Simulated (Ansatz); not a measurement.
## BiOCl (P4/nmm): converging the G0W0 gap

Wanted: a G0W0 gap for BiOCl (P4/nmm) that is converged in bands and cutoff, or an estimate of the limit.

Program: Ansatz 0.2.0. Level of theory: G0W0 on r2SCAN, plane waves, PAW. Results are calculated unless marked as measured.

## Step 1: Starting point

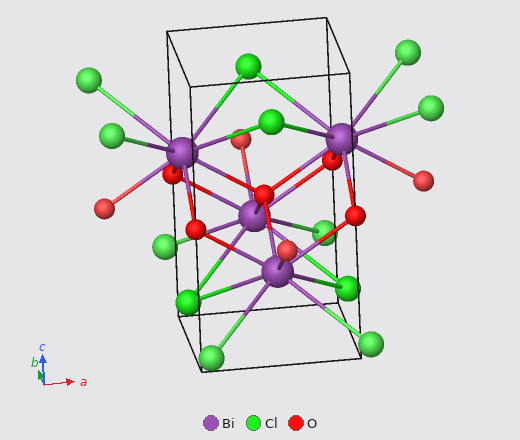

The starting structure, seen slightly off an axis (bismuth purple, chlorine green, oxygen red). Some periodic images of atoms are drawn too.

The cell and positions come from the Crystallography Open Database and are kept as given unless a step says otherwise. Spin-orbit coupling is left out unless a step names it.

## Step 2: 290 empty bands, screening to 110 eV

G0W0 replaces the xc potential by the self-energy, built once from these orbitals. Only a window of levels is corrected, while the sums run over the empty bands that the input names. This step takes hard PAW files.

input.yaml

```yaml
crystal:
  lattice:
    - [3.88551, 0.0, 0.0]
    - [0.0, 3.88551, 0.0]
    - [0.0, 0.0, 7.3489]
  atoms:
    - { symbol: Bi, position: [0.5, 0.0, 0.32904] }
    - { symbol: Bi, position: [0.0, 0.5, 0.67096] }
    - { symbol: Cl, position: [0.0, 0.5, 0.1472] }
    - { symbol: Cl, position: [0.5, 0.0, 0.8528] }
    - { symbol: O, position: [0.0, 0.0, 0.5] }
    - { symbol: O, position: [0.5, 0.5, 0.5] }
kpoints:
  mp_grid: { grid: [6, 6, 4] }
hamiltonian:
  xc: r2scan
  pseudopotentials: { kind: paw, source: ansatz }
scf:
  occupations: { method: fixed }
gw:
  n_empty_bands: 290
  ecut_chi: 110.0
  qp_bands: [v2, c2]
  qp_kpoints: band_edges
  screening: { model: contour_deformation }
```

Launch:

```bash
ansatz run input.yaml --threads 4 --pin off --max-ram 138240MiB --backend cuda --events-out ev --progress --plain --runs-dir out --devices 1 --max-vram 26GiB
```

Numbers of over 12 decimals in the logs are rounded to 6 here.

The program printed:

```text
GPUs: using 1 of 1 available (devices: 1).
Engine: ansatz 0.2.0, x86_64-unknown-linux-gnu
Pseudopotentials: kind: paw
Pseudopotential: Bi, paw, valence charge 23, recommended cutoff 500 eV (normal), Bi.paw.azcp
Pseudopotential: Cl, paw, valence charge 7, recommended cutoff 660 eV (normal), Cl.paw.azcp
Pseudopotential: O, paw, valence charge 6, recommended cutoff 1050 eV (meta_gga), O.paw.azcp
Functional definition: r2SCAN
  parameter k0 = 0.174
  parameter k1 = 0.065
  parameter a1 = 4.9479
  exchange = r2scan_x(k0 = k0, k1 = k1, a1 = a1)
  correlation = r2scan_c
device memory: the entry about to start is reckoned to put 5.6 GiB on a device that reports 50.7 GiB free (of which the cap on the GPU budget leaves the run 26.0 GiB)
GPU FFT provider: cuFFT
GPU libraries: cuBLAS 13.8.2, cuFFT 12.4.0, cuSOLVER 12.3.4
Crystal: 6 atoms, lattice volume = 110.948 Å³
Basis set: ecut = 1050 eV, 8579 PW (Γ), exchange–correlation on 192×192×360 points (64 copies of the dense FFT grid, shifted against one another)
Bands: 44, of which v1, the nominal top of the filled ones, is band 36 counted from 1 (35 counted from 0)
Symmetry: 16 space group operations
Space group: P4/nmm (ITA 129), of the structure as read, at distance tolerance 4.8e-5 Å
k-points: 30 of 144
Non-local potential: Bi, projectors of the file, l = 0: 3, l = 1: 3, l = 2: 3, l = 3: 2
Non-local potential: Cl, projectors of the file, l = 0: 2, l = 1: 2, l = 2: 2, l = 3: 1
Non-local potential: O, projectors of the file, l = 0: 2, l = 1: 2, l = 2: 1
PAW form: soft (Blöchl's): semilocal exchange-correlation on the pseudo side does not see the compensation charge
PAW frozen core: Bi, regenerated for the run's functional (the file was generated under x = pbe(κ = 0.804, μ = 0.219515), c = pbe(β = 0.066725))
PAW frozen core: Cl, regenerated for the run's functional (the file was generated under x = pbe(κ = 0.804, μ = 0.219515), c = pbe(β = 0.066725))
PAW frozen core: O, regenerated for the run's functional (the file was generated under x = pbe(κ = 0.804, μ = 0.219515), c = pbe(β = 0.066725))
PAW one-centre angular grid: Bi, 590 points (default); XC on 241 of its mesh's 495 points in the sphere
PAW one-centre angular grid: Cl, 302 points (default); XC on 160 Gauss nodes
PAW one-centre angular grid: O, 302 points (default); XC on 160 Gauss nodes
Initial density: superposition of atomic densities (chi_scale 0.1, normalization cell, long waves kept (reshape's long-wave potential 0.09 eV rms))
Initial wavefunctions: pseudopotential atomic-orbital guess
GPU buffer pool allocated for 207360 grid points (all kernels)
GPU transforms: local potential and band sums: pruned to the plane-wave sphere, on 45×45×80
Functional: x = r2scan, c = r2scan; τ floored in thin density (d = 2e-4 eV/Å³)
SCF iter   1: F=—  HF=-35479.244805 eV  |F-HF|=—  |Δ(HF+E_count)|=         —  Δρ=6.62e-2  dr2=5.02e0  dr2_τ=7.67e-1  ethr=3.10e-3  ⟨swp⟩=4.7  Hψ=4255  notcnv=0  defer=172
preconditioner: auto → Resta (q_TF=auto, 2.539 Å⁻¹)  ε∞=2.9  [insulator: Δε(μ)=2.280 eV  Ē_g=19.353 eV  n_scr=36 (ndim 8)  ℏωp=26.4 eV  f_vac=0.016  ε∞_Penn≈2.9]
SCF iter   2: F=—  HF=-35478.370476 eV  |F-HF|=—  |Δ(HF+E_count)|=   8.74e-1  Δρ=3.31e-2  dr2=7.00e-1  dr2_τ=3.67e-1  ethr=3.10e-3  ⟨swp⟩=2.9  Hψ=2631  notcnv=0  defer=163
SCF iter   3: F=—  HF=-35478.352112 eV  |F-HF|=—  |Δ(HF+E_count)|=   1.84e-2  Δρ=1.55e-2  dr2=1.91e-1  dr2_τ=6.77e-2  ethr=9.72e-4  ⟨swp⟩=2.7  Hψ=2506  notcnv=0  defer=169
SCF iter   4: F=—  HF=-35478.379487 eV  |F-HF|=—  |Δ(HF+E_count)|=   2.74e-2  Δρ=6.77e-3  dr2=2.10e-2  dr2_τ=1.08e-2  ethr=2.65e-4  ⟨swp⟩=2.1  Hψ=1866  notcnv=0  defer=179
SCF iter   5: F=—  HF=-35478.388766 eV  |F-HF|=—  |Δ(HF+E_count)|=   9.28e-3  Δρ=1.11e-3  dr2=1.57e-3  dr2_τ=6.41e-4  ethr=2.91e-5  ⟨swp⟩=2.8  Hψ=2082  notcnv=0  defer=180
SCF iter   6: F=—  HF=-35478.388840 eV  |F-HF|=—  |Δ(HF+E_count)|=   7.47e-5  Δρ=3.14e-4  dr2=6.06e-5  dr2_τ=1.25e-5  ethr=2.18e-6  ⟨swp⟩=2.0  Hψ=1791  notcnv=0  defer=180
SCF iter   7: F=—  HF=-35478.388892 eV  |F-HF|=—  |Δ(HF+E_count)|=   5.19e-5  Δρ=5.31e-5  dr2=2.14e-6  dr2_τ=8.30e-7  ethr=8.42e-8  ⟨swp⟩=2.0  Hψ=1678  notcnv=0  defer=148
SCF iter   8: F=—  HF=-35478.388893 eV  |F-HF|=—  |Δ(HF+E_count)|=   4.77e-7  Δρ=1.10e-5  dr2=1.38e-7  dr2_τ=2.73e-8  ethr=2.97e-9  ⟨swp⟩=2.0  Hψ=2034  notcnv=0  defer=153
SCF iter   9: F=-35478.388893 eV  HF=-35478.388893 eV  |F-HF|=2.42e-9  |Δ(HF+E_count)|=   6.30e-8  Δρ=2.32e-6  dr2=5.66e-9  dr2_τ=8.05e-10  ethr=1.39e-10  ⟨swp⟩=11.0  Hψ=5116  notcnv=0
SCF 1 converged in 9 iterations: F = -35478.388893 eV  dr2 = 5.66e-9
  greatest PAW one-centre occupation: 1.000 electrons in one spin orbital (limit 2), on the Bi atom at site 1 (counted from 0), in its partial waves of l = 0
device memory: the entry about to start is reckoned to put 4.9 GiB (of the 5.7 GiB reckoned in all, the device holds 0.8 GiB already) on a device that reports 38.7 GiB free (of which the cap on the GPU budget leaves the run 25.2 GiB)
NSCF: frozen V_eff on 30 k-points, pencils in batches of 32, up to order 176
the band table was solved once the SCF had ended and its energy, with any forces and stress, was formed, with the checks that follow a solve (5440 applications of the Hamiltonian). They found nothing against the state; the energy, forces and stress were not computed again (output.eigenvalues in the input reference)
device memory: the entry about to start is reckoned to put 6.0 GiB on a device that reports 50.7 GiB free (of which the cap on the GPU budget leaves the run 26.0 GiB)
NSCF: frozen V_eff on 30 k-points
G₀W₀ screening: q 1/30
[... further progress lines ...]
SCF converged after 9 iterations
Free energy (F): -35478.388893 eV
Harris-Foulkes:  -35478.388893 eV  (|F-HF|=2.42e-9)
Internal energy: -35478.388893 eV  (E = F + TS)
E sigma→0 (E₀):  -35478.388893 eV
Fermi energy:    8.501403 eV
--- Per-component energies (eV) ---
  E_band       = -1778.496608
  E_kinetic    = 2004.914353
  E_local      = -14564.137691  (includes V_loc(G=0)·N_el)
  E_nonlocal   = 3271.412368
  E_hartree    = 5383.660828
  E_xc         = -1887.041186
  E_vxc        = -1154.755940  (∫ρ·V_xc dr)
  E_paw        = -22389.239778  (= ΣΔE_a)
  E_vpaw       = -2172.922649  (= ΣTr[D̂ρ^β])
  E_aug_tail   = -0.000011  (compensation charges beyond the density's cutoff)
  E_vtau       = 69.667267  (kinetic-family band-sum trace: ∫τ·v_τ [+ j·A + Jᵃ·Aᵃ] dr)
  E_ewald      = -7297.494108
  E_core_change = -0.463668  (= ΣΔE_core)
  E_smearing   = -0.000000  (= −TS)
  E_closure    = 0.000000  (closes the sum)
  Σ components = -35478.388893   (vs F -35478.388893, Δ=0.00e0)
--- Band table (eV; the first three rows and the last of 30) ---
  k-point 0: bands = [... 32 lower, 7.3934, 7.3934, 7.5302, 7.7894, 12.1315, 12.7959, 14.4063, 14.4063, ... 4 higher]
  k-point 1: bands = [... 32 lower, 7.5375, 7.5375, 7.7717, 7.9975, 11.8578, 12.4431, 14.4175, 14.4175, ... 4 higher]
  k-point 2: bands = [... 32 lower, 7.6601, 7.6601, 8.1036, 8.1245, 11.5989, 12.0753, 14.4300, 14.4300, ... 4 higher]
  k-point 29: bands = [... 32 lower, 7.0508, 7.0508, 7.8012, 7.8012, 13.5314, 13.5314, 15.1726, 15.1726, ... 4 higher]
--- G₀W₀: contour deformation, 7 samples at zero and on the imaginary axis and 2 off it, 144 q-points, 290 empty bands' worth ---
  eigenvalues of the whole cell's RPA ε∞ on this k-mesh (on a slab, of 1 + 4πα/V) = 4.3831, 5.5078, 5.5078; static W/v taken at q = 0 is 0.191055
  gw.qp_kpoints: band_edges: 30 of 30 stored k-points solved, in 2 passes; an edge of the gap read off the rows below is read off those points alone
    ik  band        ε_KS         Σx   Σc(E_QP)       V_xc       Z   E_QP_lin       E_QP  E_QP is
     0    35      7.5302   -21.3329     3.3423   -17.4615  0.7616     6.9968     7.0010  root
     0    36      7.7894   -22.0492     2.9611   -18.7696  0.7711     7.4697     7.4710  root
     0    37     12.1315   -10.6538    -3.5907   -14.6450  0.8234    12.5332    12.5319  root
     0    38     12.7959   -10.5158    -3.5999   -14.5601  0.8176    13.2420    13.2403  root
     1    35      7.7717   -21.7349     3.2444   -18.0096  0.7645     7.2876     7.2908  root
     1    36      7.9975   -22.2895     3.0266   -18.9317  0.7698     7.6650     7.6664  root
     1    37     11.8578   -10.2251    -3.5057   -14.1054  0.8260    12.2335    12.2325  root
     1    38     12.4431   -10.0214    -3.6121   -14.0141  0.8232    12.8248    12.8237  root
     2    35      8.1036   -21.1763     2.7923   -17.7632  0.7725     7.4777     7.4829  root
     2    36      8.1245   -23.7842     3.5067   -20.1335  0.7622     7.9803     7.9805  root
     2    37     11.5989    -9.7268    -3.4351   -13.5092  0.8285    11.9471    11.9462  root
     2    38     12.0753    -9.3938    -3.6856   -13.3999  0.8294    12.3967    12.3959  root
     3    35      7.8913   -21.7150     3.0690   -18.1526  0.7669     7.3948     7.3981  root
     3    36      7.9943   -22.5152     2.9719   -19.3037  0.7716     7.7539     7.7546  root
     3    37     12.8566   -11.3382    -3.5811   -15.4345  0.8137    13.3741    13.3718  root
     3    38     13.2478   -10.5217    -3.7318   -14.7471  0.8143    13.7437    13.7414  root
     4    35      8.0121   -21.5418     2.9184   -18.0964  0.7705     7.4815     7.4852  root
     4    36      8.1322   -22.9816     3.1622   -19.5981  0.7680     7.9103     7.9109  root
     4    37     12.6223   -11.0684    -3.4887   -15.0536  0.8159    13.1208    13.1188  root
     4    38     12.9655   -10.2675    -3.7005   -14.4127  0.8185    13.4120    13.4102  root
     5    35      8.0192   -21.5031     2.9320   -18.0241  0.7703     7.4681     7.4721  root
     5    36      8.2706   -23.3194     3.1773   -19.9618  0.7678     8.0898     8.0902  root
     5    37     12.3649   -10.7178    -3.4165   -14.6035  0.8187    12.8358    12.8341  root
     5    38     12.7816   -10.1853    -3.6784   -14.2815  0.8205    13.2009    13.1995  root
[...]
28    35      7.8012   -26.2202     4.5656   -21.7183  0.7450     7.8648     7.8649  root
    28    36      7.8012   -26.2202     4.5656   -21.7183  0.7450     7.8648     7.8649  root
    28    37     13.3359   -11.2197    -3.6193   -15.3399  0.8144    13.8390    13.8368  root
    28    38     13.3359   -11.2197    -3.6193   -15.3399  0.8144    13.8390    13.8368  root
    29    35      7.8012   -26.2200     4.5655   -21.7183  0.7450     7.8649     7.8649  root
    29    36      7.8012   -26.2200     4.5655   -21.7183  0.7450     7.8649     7.8649  root
    29    37     13.5314   -11.8335    -3.6240   -15.9875  0.8101    14.0639    14.0613  root
    29    38     13.5314   -11.8335    -3.6240   -15.9875  0.8101    14.0639    14.0613  root
```

Elapsed: 2.3 min, on 1 × NVIDIA H100 80GB HBM3 (shared by 3 runs) with 4 threads of AMD EPYC 7R13 (Zen 3), shared host; peak memory 3.7 GiB.

Numbers from this step:

* bands summed: 326
* RPA ε∞ on this mesh (eigenvalues): 4.383, 5.508, 5.508
* plane waves in the screening matrix: 289
* q-points in the mesh: 144
* G0W0 gap on the mesh: 3.711 eV
* k of the valence top: 0, 0.3333, -0.5
* k of the conduction bottom: 0, 0, -0.5
* starting gap on the mesh: 3.098 eV
* Z at the valence top: 0.7770
* Z at the conduction bottom: 0.8285
* least direct G0W0 gap on the computed points: 3.966 eV

The gap on the mesh goes from 3.10 eV to 3.71 eV, a correction of +0.61 eV. Between the two edge states, bare exchange in place of the xc potential would open the gap by 6.71 eV, and correlation takes back 6.10 eV.

## Step 3: 659 empty bands, screening to 190 eV

Another rung: the empty bands reach about as high as the screening cutoff, so the two stay in balance.

input.yaml: that of step 2 with these lines changed.

```diff
@@ -20,4 +20,4 @@
 gw:
-  n_empty_bands: 290
-  ecut_chi: 110.0
+  n_empty_bands: 659
+  ecut_chi: 190.0
   qp_bands: [v2, c2]
```

The program printed:

```text
GPUs: using 1 of 1 available (devices: 1).
[...]
GPU FFT provider: cuFFT
GPU libraries: cuBLAS 13.8.2, cuFFT 12.4.0, cuSOLVER 12.3.4
Crystal: 6 atoms, lattice volume = 110.948 Å³
Basis set: ecut = 1050 eV, 8579 PW (Γ), exchange–correlation on 192×192×360 points (64 copies of the dense FFT grid, shifted against one another)
Bands: 44, of which v1, the nominal top of the filled ones, is band 36 counted from 1 (35 counted from 0)
Symmetry: 16 space group operations
[...]
k-points: 30 of 144
[...]
GPU buffer pool allocated for 207360 grid points (all kernels)
[...]
SCF iter   1: F=—  HF=-35479.244805 eV  |F-HF|=—  |Δ(HF+E_count)|=         —  Δρ=6.62e-2  dr2=5.02e0  dr2_τ=7.67e-1  ethr=3.10e-3  ⟨swp⟩=4.7  Hψ=4255  notcnv=0  defer=172
[...]
SCF iter   9: F=-35478.388893 eV  HF=-35478.388893 eV  |F-HF|=2.42e-9  |Δ(HF+E_count)|=   6.30e-8  Δρ=2.32e-6  dr2=5.66e-9  dr2_τ=8.05e-10  ethr=1.39e-10  ⟨swp⟩=11.0  Hψ=5116  notcnv=0
SCF 1 converged in 9 iterations: F = -35478.388893 eV  dr2 = 5.66e-9
[...]
NSCF: frozen V_eff on 30 k-points, pencils in batches of 32, up to order 176
[...]
NSCF: frozen V_eff on 30 k-points
G₀W₀ screening: q 1/30
[... further progress lines ...]
SCF converged after 9 iterations
Free energy (F): -35478.388893 eV
[...]
Internal energy: -35478.388893 eV  (E = F + TS)
E sigma→0 (E₀):  -35478.388893 eV
Fermi energy:    8.501403 eV
[...]
--- Band table (eV; the first three rows and the last of 30) ---
  k-point 0: bands = [... 32 lower, 7.3934, 7.3934, 7.5302, 7.7894, 12.1315, 12.7959, 14.4063, 14.4063, ... 4 higher]
  k-point 1: bands = [... 32 lower, 7.5375, 7.5375, 7.7717, 7.9975, 11.8578, 12.4431, 14.4175, 14.4175, ... 4 higher]
  k-point 2: bands = [... 32 lower, 7.6601, 7.6601, 8.1036, 8.1245, 11.5989, 12.0753, 14.4300, 14.4300, ... 4 higher]
  k-point 29: bands = [... 32 lower, 7.0508, 7.0508, 7.8012, 7.8012, 13.5314, 13.5314, 15.1726, 15.1726, ... 4 higher]
[...]
bands read: the sum over 695 bands ends inside a degenerate multiplet in 13 slots, whose members it reads at an even weight; the widest, k=0: bands 695 to 696 (counted from 1) at 1/2 each
[...]
0    35      7.5302   -21.3329     3.1107   -17.4615  0.7593     6.7606     6.7695  root
     0    36      7.7894   -22.0492     2.7043   -18.7696  0.7683     7.2100     7.2141  root
     0    37     12.1315   -10.6538    -3.7520   -14.6450  0.8219    12.3710    12.3706  root
     0    38     12.7959   -10.5158    -3.7829   -14.5601  0.8165    13.0578    13.0573  root
     1    35      7.7717   -21.7349     2.9999   -18.0096  0.7620     7.0388     7.0463  root
     1    36      7.9975   -22.2895     2.7630   -18.9317  0.7670     7.3983     7.4028  root
     1    37     11.8578   -10.2251    -3.6541   -14.1054  0.8246    12.0844    12.0841  root
     1    38     12.4431   -10.0214    -3.7840   -14.0141  0.8224    12.6521    12.6517  root
[...]
29    35      7.8012   -26.2200     4.2671   -21.7183  0.7404     7.5658     7.5666  root
    29    36      7.8012   -26.2200     4.2671   -21.7183  0.7404     7.5658     7.5666  root
    29    37     13.5314   -11.8335    -3.8235   -15.9875  0.8083    13.8628    13.8619  root
    29    38     13.5314   -11.8335    -3.8235   -15.9875  0.8083    13.8628    13.8619  root
```

Run time: 4.3 min. Hardware: 1 × NVIDIA H100 80GB HBM3 (shared by 3 runs) with 4 threads; peak memory 7.4 GiB.

Numbers from this step:

- bands summed: 695
- RPA ε∞ on this mesh (eigenvalues): 4.363, 5.467, 5.467
- plane waves in the screening matrix: 669
- q-points in the mesh: 144
- G0W0 gap on the mesh: 3.861 eV
- k of the valence top: 0, 0.3333, -0.5
- k of the conduction bottom: 0, 0, -0.5
- starting gap on the mesh: 3.098 eV
- Z at the valence top: 0.7741
- Z at the conduction bottom: 0.8272
- least direct G0W0 gap on the computed points: 4.116 eV

Against the run with 6×6×4 mesh, 290 empty bands, screening to 110 eV, hard PAW files, the gap moves by +0.15 eV.

[end of part 1 of 2]

[Paths, hosts, dates, memory and timing lines, banners, echoed tables and standing remarks are left out of the program output.]

[Logs are printed without paths, hosts, clocks, repeated set-up lines and the standing remarks that a program may print on its own settings, such as how far it seeks lower states.]

[Runs of the session that timed out or met a known fault of the program may be left out.]

[Cells called generated may have been cut or substituted from an entry of the Crystallography Open Database or the Materials Project.]

[Hosts, paths, dates, database ids (printed as entryN), source tags and the programs' standing remarks are cut or masked in the printed files.]
